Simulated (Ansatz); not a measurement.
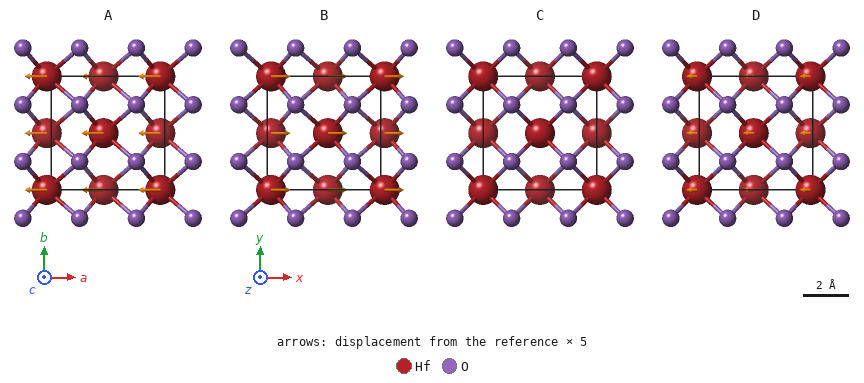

A scan of crystalline HfO₂ (Fm-3m): the whole Hf sublattice is shifted rigidly, along Cartesian [1 0 0], all else fixed. The picture is a ball-and-stick view of the conventional cell (4 times the calculation's cell), seen along the c axis. Orange arrows: displacements from the reference. Lengths and directions refer to the drawn axes.

These are results of DFT PBE, scalar-relativistic, plane waves, PAW (Ansatz), not measurements. Set-up: plane-wave cutoff 420 eV; k-point mesh 8 × 8 × 8; occupations gaussian; smearing width 0.05 eV; no spin polarisation. Energies (free energies at the smearing named) are counted from the cell as listed in its source, which wasn't relaxed.

Question: Order these geometries by energy, lowest first.

Answer: Lowest first: C (the displacement 0.00 Å, 0.0 meV/cell), D (the displacement −0.10 Å, 22.1 meV/cell), B (the displacement 0.175 Å, 74.1 meV/cell), A (the displacement −0.20 Å, 100.2 meV/cell). Over the whole scan: the lowest computed point lies at the displacement 0.00 Å (0.0 meV/cell). The end points stand at 100.2 meV/cell (−0.20 Å) and 100.2 meV/cell (0.20 Å). The curvature at zero is about 4.3 eV/Å² per cell. The well is symmetric. At the highest point the shortest interatomic distance is 2.11 Å, against 2.21 Å in the reference. The distortion takes the space group from Fm-3m to I4mm.
